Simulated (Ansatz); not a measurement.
## Run report: Ge₃Pt₂, geometry relaxation (part 2 of 2)

The same run, continued: Ge₃Pt₂ (20 atoms in the cell); DFT r2SCAN, scalar-relativistic, plane waves, PAW, no spin polarisation (Ansatz 0.2.0); cutoff 500 eV, 4×10×6 k-mesh, Gaussian smearing of 0.1 eV. The structure derives from a Materials Project entry. It belongs to a series of runs on one base structure; here: the database's cell, atoms relaxed.

Geometry of the input (Å; fractional positions):
```
16.3836  0.0000  0.0000
0.0000  3.4687  0.0000
0.0000  0.0000  6.2048
Ge 0.4292  0.2500  0.9375
Ge 0.7320  0.2500  0.8402
Ge 0.5708  0.7500  0.0625
Ge 0.9292  0.2500  0.5625
Ge 0.3885  0.7500  0.4115
Ge 0.6115  0.2500  0.5885
Ge 0.0708  0.7500  0.4375
Ge 0.7680  0.7500  0.3402
Ge 0.2680  0.7500  0.1598
Ge 0.2320  0.2500  0.6598
Ge 0.8885  0.7500  0.0885
Ge 0.1115  0.2500  0.9115
Pt 0.6707  0.2500  0.2080
Pt 0.9932  0.2500  0.1965
Pt 0.1707  0.2500  0.2920
Pt 0.5068  0.7500  0.6965
Pt 0.4932  0.2500  0.3035
Pt 0.8293  0.7500  0.7080
Pt 0.3293  0.7500  0.7920
Pt 0.0068  0.7500  0.8035
```

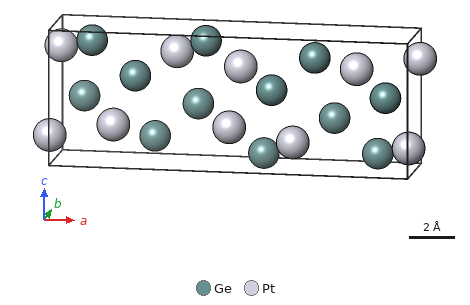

**Figure 1.** The geometry at step 2 of the log (spheres-only view of the cell of the calculation, seen slightly off an axis).

### What the program printed, continued
```
  k-point 0: bands = ["-86.3205", "-86.3205", "-86.3166", "-86.3166", "-86.1838", "-86.1838", "-86.1838", "-86.1838", "-40.0094", "-40.0094", "-39.9889", "-39.9889", "-39.9783", "-39.9783", "-39.9366", "-39.9366", "-39.9057", "-39.9057", "-39.8744", "-39.8744", "-39.8640", "-39.8640", "-39.8638", "-39.8638", "-39.7907", "-39.7907", "-39.7905", "-39.7905", "-39.7757", "-39.7756", "-39.7756", "-39.7756", "-10.7777", "-10.7774", "-10.7605", "-10.7604", "-10.7446", "-10.7445", "-10.7444", "-10.7444",
      "-10.7173", "-10.7173", "-10.7143", "-10.7141", "-10.7090", "-10.7089", "-10.6933", "-10.6932", "-10.6893", "-10.6891", "-10.6883", "-10.6883", "-10.5269", "-10.5255", "-10.5235", "-10.5221", "-10.4844", "-10.4843", "-10.4832", "-10.4831", "-10.4812", "-10.4810", "-10.4801", "-10.4799", "-10.4604", "-10.4597", "-10.4584", "-10.4578", "-10.4279", "-10.4278", "-10.4262", "-10.4260", "-10.3599", "-10.3599", "-10.3580", "-10.3580", "-10.3509", "-10.3509", "-10.3506", "-10.3505",
      "-10.3479", "-10.3478", "-10.3359", "-10.3358", "-10.3140", "-10.3138", "-10.3054", "-10.3053", "-10.2952", "-10.2949", "-10.2877", "-10.2871", "1.8059", "2.2176", "2.6912", "4.0757", "4.2018", "4.7809", "4.8243", "5.1382", "5.6065", "6.0335", "6.0677", "6.6929", "7.7376", "7.9882", "8.1499", "8.7435", "8.7569", "8.8664", "9.2469", "9.5186", "9.5589", "9.6511", "9.6570", "9.7384", "9.8382", "9.8653", "9.8986", "10.1071",
      "10.1164", "10.2119", "10.5373", "10.5780", "10.7212", "10.7352", "10.7515", "10.7600", "10.7883", "10.8169", "11.0847", "11.1252", "11.2172", "11.2542", "11.2544", "11.3655", "11.4826", "11.5513", "11.5884", "11.5943", "11.6120", "11.6525", "11.6582", "11.7485", "12.0946", "12.2174", "12.2209", "12.4039", "12.9064", "13.0936", "13.1527", "13.1759", "13.8873", "14.0648", "15.0218", "16.0019", "16.3267", "16.6003", "16.8551", "16.9353",
      "17.0873", "17.6851", "17.9213", "18.3252", "18.3691", "18.8783", "18.9787", "19.2514", "19.2790", "19.9561", "20.2442", "20.3113", "20.4048", "20.4335", "20.5652", "20.6312", "20.8491", "20.8869", "20.9590", "21.1254", "21.1698", "21.5115", "21.7254", "21.8744", "22.0157", "22.3650", "22.4051", "22.6994"]
  k-point 1: bands = ["-86.3205", "-86.3205", "-86.3166", "-86.3166", "-86.1838", "-86.1838", "-86.1838", "-86.1838", "-40.0090", "-40.0090", "-39.9888", "-39.9888", "-39.9784", "-39.9784", "-39.9370", "-39.9370", "-39.9056", "-39.9056", "-39.8745", "-39.8745", "-39.8641", "-39.8640", "-39.8638", "-39.8638", "-39.7907", "-39.7907", "-39.7906", "-39.7905", "-39.7757", "-39.7756", "-39.7756", "-39.7756", "-10.7777", "-10.7774", "-10.7604", "-10.7604", "-10.7446", "-10.7445", "-10.7445", "-10.7444",
      "-10.7173", "-10.7173", "-10.7143", "-10.7142", "-10.7090", "-10.7089", "-10.6932", "-10.6932", "-10.6893", "-10.6891", "-10.6883", "-10.6882", "-10.5268", "-10.5253", "-10.5238", "-10.5224", "-10.4844", "-10.4842", "-10.4834", "-10.4831", "-10.4808", "-10.4805", "-10.4798", "-10.4796", "-10.4604", "-10.4596", "-10.4586", "-10.4580", "-10.4282", "-10.4279", "-10.4266", "-10.4264", "-10.3592", "-10.3592", "-10.3576", "-10.3575", "-10.3505", "-10.3505", "-10.3505", "-10.3504",
      "-10.3475", "-10.3474", "-10.3368", "-10.3367", "-10.3133", "-10.3131", "-10.3059", "-10.3059", "-10.2955", "-10.2951", "-10.2887", "-10.2881", "1.9220", "2.3274", "2.8000", "4.0977", "4.1854", "4.5046", "4.6855", "4.9581", "5.4423", "5.8698", "6.0692", "6.6327", "7.7425", "8.2547", "8.5407", "8.7288", "8.7628", "8.9323", "9.1919", "9.4717", "9.5234", "9.6726", "9.6931", "9.7088", "9.8175", "9.8793", "9.9268", "10.0520",
      "10.1429", "10.1825", "10.5116", "10.5590", "10.5904", "10.5999", "10.6752", "10.6987", "10.7290", "10.8186", "11.0592", "11.1336", "11.1689", "11.2674", "11.2995", "11.3676", "11.5365", "11.5414", "11.5509", "11.5590", "11.6252", "11.6527", "11.8046", "11.9761", "12.0789", "12.0793", "12.5172", "12.8309", "12.9170", "13.0691", "13.0833", "13.2968", "13.9515", "14.5993", "15.2852", "16.2118", "16.2300", "16.3546", "16.7202", "16.9390",
      "17.1187", "17.5316", "18.1101", "18.1213", "18.8241", "18.8601", "19.0604", "19.2365", "19.2887", "19.3128", "19.5170", "19.6819", "19.9024", "19.9515", "20.1317", "20.4765", "20.5966", "20.6613", "20.9150", "21.0726", "21.3775", "21.6995", "21.8103", "21.8390", "22.2220", "22.9081", "23.0772", "23.1312"]
  k-point 2: bands = ["-86.3205", "-86.3205", "-86.3166", "-86.3166", "-86.1838", "-86.1838", "-86.1838", "-86.1838", "-40.0082", "-40.0082", "-39.9887", "-39.9887", "-39.9785", "-39.9785", "-39.9379", "-39.9379", "-39.9055", "-39.9055", "-39.8746", "-39.8746", "-39.8641", "-39.8640", "-39.8637", "-39.8637", "-39.7907", "-39.7907", "-39.7906", "-39.7906", "-39.7756", "-39.7756", "-39.7756", "-39.7756", "-10.7776", "-10.7775", "-10.7604", "-10.7604", "-10.7445", "-10.7445", "-10.7445", "-10.7444",
      "-10.7173", "-10.7173", "-10.7144", "-10.7143", "-10.7088", "-10.7088", "-10.6931", "-10.6931", "-10.6892", "-10.6892", "-10.6883", "-10.6882", "-10.5263", "-10.5248", "-10.5246", "-10.5232", "-10.4843", "-10.4839", "-10.4838", "-10.4832", "-10.4799", "-10.4796", "-10.4793", "-10.4791", "-10.4600", "-10.4594", "-10.4590", "-10.4585", "-10.4286", "-10.4282", "-10.4276", "-10.4274", "-10.3578", "-10.3578", "-10.3568", "-10.3568", "-10.3503", "-10.3503", "-10.3500", "-10.3500",
      "-10.3457", "-10.3457", "-10.3392", "-10.3392", "-10.3114", "-10.3112", "-10.3074", "-10.3073", "-10.2955", "-10.2951", "-10.2913", "-10.2907", "2.2568", "2.6247", "3.1174", "3.6587", "3.8777", "4.1956", "4.5843", "4.8228", "5.1906", "5.5311", "6.1481", "6.4741", "7.9361", "8.4681", "8.5959", "8.8853", "8.8988", "9.0865", "9.1566", "9.3095", "9.4294", "9.7173", "9.7596", "9.7881", "9.8208", "9.9235", "9.9444", "9.9870",
      "10.1097", "10.2242", "10.3884", "10.4030", "10.4668", "10.5110", "10.6061", "10.6492", "10.6760", "10.7529", "11.1084", "11.1151", "11.1640", "11.2335", "11.2724", "11.3722", "11.4803", "11.5575", "11.6242", "11.6600", "11.6810", "11.7075", "11.8117", "11.8503", "12.4236", "12.4688", "12.8088", "12.8435", "13.1334", "13.3371", "13.6206", "13.7210", "14.0732", "14.7011", "15.9238", "16.0074", "16.1252", "16.7801", "16.9569", "17.0439",
      "17.2668", "17.5258", "17.5588", "17.6518", "18.0822", "18.4079", "18.4209", "18.4801", "18.9505", "18.9751", "19.2551", "19.3427", "19.3763", "19.9867", "20.0313", "20.3111", "20.6556", "20.8365", "21.2012", "21.2278", "21.3815", "21.6869", "21.7604", "22.0002", "22.1651", "22.5039", "22.7588", "23.0002"]
  k-point 71: bands = ["-86.3182", "-86.3182", "-86.3182", "-86.3182", "-86.1834", "-86.1834", "-86.1834", "-86.1834", "-39.9836", "-39.9836", "-39.9836", "-39.9836", "-39.9813", "-39.9813", "-39.9813", "-39.9813", "-39.8981", "-39.8981", "-39.8981", "-39.8981", "-39.8621", "-39.8621", "-39.8621", "-39.8621", "-39.7957", "-39.7957", "-39.7957", "-39.7957", "-39.7892", "-39.7892", "-39.7892", "-39.7892", "-10.7705", "-10.7705", "-10.7705", "-10.7705", "-10.7344", "-10.7344", "-10.7344", "-10.7344",
      "-10.7210", "-10.7210", "-10.7210", "-10.7210", "-10.6897", "-10.6897", "-10.6897", "-10.6897", "-10.6881", "-10.6881", "-10.6881", "-10.6881", "-10.5108", "-10.5108", "-10.5108", "-10.5108", "-10.4887", "-10.4887", "-10.4887", "-10.4887", "-10.4689", "-10.4689", "-10.4689", "-10.4689", "-10.4675", "-10.4675", "-10.4675", "-10.4675", "-10.4258", "-10.4258", "-10.4258", "-10.4258", "-10.3551", "-10.3551", "-10.3551", "-10.3551", "-10.3513", "-10.3513", "-10.3513", "-10.3513",
      "-10.3341", "-10.3341", "-10.3341", "-10.3341", "-10.3039", "-10.3039", "-10.3039", "-10.3039", "-10.2913", "-10.2913", "-10.2913", "-10.2913", "4.8683", "4.8683", "4.8683", "4.8683", "5.2425", "5.2425", "5.2425", "5.2425", "6.2966", "6.2966", "6.2966", "6.2966", "7.7768", "7.7768", "7.7768", "7.7768", "8.7969", "8.7969", "8.7969", "8.7969", "9.3867", "9.3867", "9.3867", "9.3867", "9.8121", "9.8121", "9.8121", "9.8121",
      "10.3999", "10.3999", "10.3999", "10.3999", "10.7375", "10.7375", "10.7375", "10.7375", "11.1178", "11.1178", "11.1178", "11.1178", "11.4408", "11.4408", "11.4408", "11.4408", "11.6009", "11.6009", "11.6009", "11.6009", "12.2496", "12.2496", "12.2496", "12.2496", "12.5481", "12.5481", "12.5481", "12.5481", "12.7086", "12.7086", "12.7086", "12.7086", "12.8047", "12.8047", "12.8047", "12.8047", "15.3412", "15.3412", "15.3412", "15.3412",
      "16.3155", "16.3155", "16.3155", "16.3155", "17.3720", "17.3720", "17.3720", "17.3720", "18.2717", "18.2717", "18.2717", "18.2717", "18.9837", "18.9837", "18.9837", "18.9837", "20.0497", "20.0497", "20.0497", "20.0497", "21.0039", "21.0039", "21.0039", "21.0039", "21.5409", "21.5409", "21.5409", "21.5409"]
--- Relaxed structure (3 steps of the walk, 3 accepted, 0 SCFs on fresh bases) ---
  F+E_penalty+E_count = -151937.31500715 eV   max|allowed force component| = 3.999e-3 eV/Å
  atoms:
    - { symbol: Ge, position: [0.42902454586813626, 0.24999999999999997, 0.9374102694792672] }
    - { symbol: Ge, position: [0.7320972213820887, 0.24999999999999997, 0.8403921354454579] }
    - { symbol: Ge, position: [0.5709754541318638, 0.75, 0.06258973052073274] }
    - { symbol: Ge, position: [0.9290245458681363, 0.24999999999999997, 0.5625897305207328] }
    - { symbol: Ge, position: [0.38840601835969674, 0.75, 0.410540240131842] }
    - { symbol: Ge, position: [0.6115939816403034, 0.24999999999999997, 0.589459759868158] }
    - { symbol: Ge, position: [0.07097545413186378, 0.75, 0.43741026947926726] }
    - { symbol: Ge, position: [0.7679027786179115, 0.75, 0.3403921354454579] }
    - { symbol: Ge, position: [0.2679027786179114, 0.75, 0.15960786455454207] }
    - { symbol: Ge, position: [0.23209722138208863, 0.24999999999999997, 0.659607864554542] }
    - { symbol: Ge, position: [0.8884060183596967, 0.75, 0.08945975986815798] }
    - { symbol: Ge, position: [0.11159398164030337, 0.24999999999999997, 0.9105402401318419] }
    - { symbol: Pt, position: [0.6705926805190926, 0.24999999999999997, 0.20841035276571948] }
    - { symbol: Pt, position: [0.9932583389250261, 0.24999999999999997, 0.19659255725860397] }
    - { symbol: Pt, position: [0.17059268051909274, 0.24999999999999997, 0.2915896472342805] }
    - { symbol: Pt, position: [0.5067416610749743, 0.75, 0.6965925572586039] }
    - { symbol: Pt, position: [0.49325833892502574, 0.24999999999999997, 0.303407442741396] }
    - { symbol: Pt, position: [0.8294073194809075, 0.75, 0.7084103527657194] }
    - { symbol: Pt, position: [0.3294073194809073, 0.75, 0.7915896472342804] }
    - { symbol: Pt, position: [0.006741661074974273, 0.75, 0.803407442741396] }
```

### Trajectory as extended XYZ (Å, eV, eV/Å), 3 frames, from step=1 to step=3
```
20
Lattice="16.3836 0.0000 0.0000 0.0000 3.4687 0.0000 0.0000 0.0000 6.2048" Properties=species:S:1:pos:R:3:forces:R:3 step=1 energy=-151937.31413
Ge    7.0321    0.8672    5.8170   -0.0349   0.0000  -0.0120
Ge   11.9921    0.8672    5.2134    0.0027   0.0000  -0.0243
Ge    9.3515    2.6016    0.3879    0.0349   0.0000   0.0120
Ge   15.2239    0.8672    3.4903   -0.0349   0.0000   0.0120
Ge    6.3650    2.6016    2.5532   -0.0308   0.0000  -0.0356
Ge   10.0186    0.8672    3.6517    0.0308   0.0000   0.0356
Ge    1.1597    2.6016    2.7145    0.0349   0.0000  -0.0120
Ge   12.5832    2.6016    2.1109   -0.0027   0.0000  -0.0243
Ge    4.3915    2.6016    0.9915   -0.0027   0.0000   0.0243
Ge    3.8003    0.8672    4.0939    0.0027   0.0000   0.0243
Ge   14.5568    2.6016    0.5492   -0.0308   0.0000   0.0356
Ge    1.8268    0.8672    5.6556    0.0308   0.0000  -0.0356
Pt   10.9891    0.8672    1.2909   -0.0261   0.0000   0.0043
Pt   16.2721    0.8672    1.2190    0.0133   0.0000   0.0005
Pt    2.7973    0.8672    1.8116   -0.0261   0.0000  -0.0043
Pt    8.3033    2.6016    4.3214   -0.0133   0.0000   0.0005
Pt    8.0803    0.8672    1.8834    0.0133   0.0000  -0.0005
Pt   13.5863    2.6016    4.3933    0.0261   0.0000   0.0043
Pt    5.3945    2.6016    4.9140    0.0261   0.0000  -0.0043
Pt    0.1115    2.6016    4.9859   -0.0133   0.0000  -0.0005
20
Lattice="16.3836 0.0000 0.0000 0.0000 3.4687 0.0000 0.0000 0.0000 6.2048" Properties=species:S:1:pos:R:3:forces:R:3 step=2 energy=-151937.31481
Ge    7.0276    0.8672    5.8174    0.0075   0.0000  -0.0064
Ge   11.9944    0.8672    5.2169   -0.0010   0.0000  -0.0036
Ge    9.3560    2.6016    0.3875   -0.0075   0.0000   0.0064
Ge   15.2194    0.8672    3.4899    0.0075   0.0000   0.0064
Ge    6.3633    2.6016    2.5452    0.0103   0.0000   0.0044
Ge   10.0202    0.8672    3.6597   -0.0103   0.0000  -0.0044
Ge    1.1642    2.6016    2.7150   -0.0075   0.0000  -0.0064
Ge   12.5810    2.6016    2.1145    0.0010   0.0000  -0.0036
Ge    4.3892    2.6016    0.9879    0.0010   0.0000   0.0036
Ge    3.8026    0.8672    4.0903   -0.0010   0.0000   0.0036
Ge   14.5551    2.6016    0.5573    0.0103   0.0000  -0.0044
Ge    1.8284    0.8672    5.6476   -0.0103   0.0000   0.0044
Pt   10.9870    0.8672    1.2952   -0.0035   0.0000  -0.0039
Pt   16.2752    0.8672    1.2199   -0.0216   0.0000   0.0037
Pt    2.7953    0.8672    1.8072   -0.0035   0.0000   0.0039
Pt    8.3002    2.6016    4.3223    0.0216   0.0000   0.0037
Pt    8.0834    0.8672    1.8825   -0.0216   0.0000  -0.0037
Pt   13.5883    2.6016    4.3977    0.0035   0.0000  -0.0039
Pt    5.3965    2.6016    4.9096    0.0035   0.0000   0.0039
Pt    0.1084    2.6016    4.9850    0.0216   0.0000  -0.0037
20
Lattice="16.3836 0.0000 0.0000 0.0000 3.4687 0.0000 0.0000 0.0000 6.2048" Properties=species:S:1:pos:R:3:forces:R:3 step=3 energy=-151937.31501
Ge    7.0290    0.8672    5.8165   -0.0011   0.0000   0.0000
Ge   11.9944    0.8672    5.2145   -0.0038   0.0000  -0.0009
Ge    9.3546    2.6016    0.3884    0.0011   0.0000   0.0000
Ge   15.2208    0.8672    3.4908   -0.0011   0.0000   0.0000
Ge    6.3635    2.6016    2.5473   -0.0001   0.0000  -0.0017
Ge   10.0201    0.8672    3.6575    0.0001   0.0000   0.0017
Ge    1.1628    2.6016    2.7141    0.0011   0.0000   0.0000
Ge   12.5810    2.6016    2.1121    0.0038   0.0000  -0.0009
Ge    4.3892    2.6016    0.9903    0.0038   0.0000   0.0009
Ge    3.8026    0.8672    4.0928   -0.0038   0.0000   0.0009
Ge   14.5553    2.6016    0.5551   -0.0001   0.0000   0.0017
Ge    1.8283    0.8672    5.6498    0.0001   0.0000  -0.0017
Pt   10.9867    0.8672    1.2932   -0.0034   0.0000  -0.0002
Pt   16.2731    0.8672    1.2198   -0.0040   0.0000  -0.0003
Pt    2.7949    0.8672    1.8093   -0.0034   0.0000   0.0002
Pt    8.3022    2.6016    4.3222    0.0040   0.0000  -0.0003
Pt    8.0813    0.8672    1.8826   -0.0040   0.0000   0.0003
Pt   13.5887    2.6016    4.3956    0.0034   0.0000  -0.0002
Pt    5.3969    2.6016    4.9117    0.0034   0.0000   0.0002
Pt    0.1105    2.6016    4.9850    0.0040   0.0000   0.0003
```

### Key numbers

```json
{"quantity": "outcome", "value": "converged"}
{"quantity": "space group (tolerance 0.01 Å)", "value": "Pnma (62)"}
{"quantity": "electrons treated", "value": "312"}
{"quantity": "free energy", "value": "−151937.3150 eV"}
{"quantity": "Fermi energy", "value": "14.714 eV"}
{"quantity": "gap on the k-point mesh", "value": "none (metallic)"}
{"quantity": "pressure", "value": "−0.15 GPa"}
{"quantity": "final volume", "value": "352.62 Å³"}
{"quantity": "largest force (length of the vector) at the end", "value": "0.004 eV/Å"}
{"quantity": "final cell", "value": "a = 16.384 Å, b = 3.469 Å, c = 6.205 Å, α = 90.00°, β = 90.00°, γ = 90.00°"}
{"quantity": "hardware", "value": "4 threads of Intel Xeon (Sapphire Rapids), 32 GiB of memory available, shared host"}
{"quantity": "wall time", "value": "5.6 min (CPU time 22 min)"}
{"quantity": "peak memory", "value": "5.2 GiB"}
```

The program warns: the SCF threshold is looser than advised for the printed stress. Spin–orbit coupling is left out, which matters for Pt.
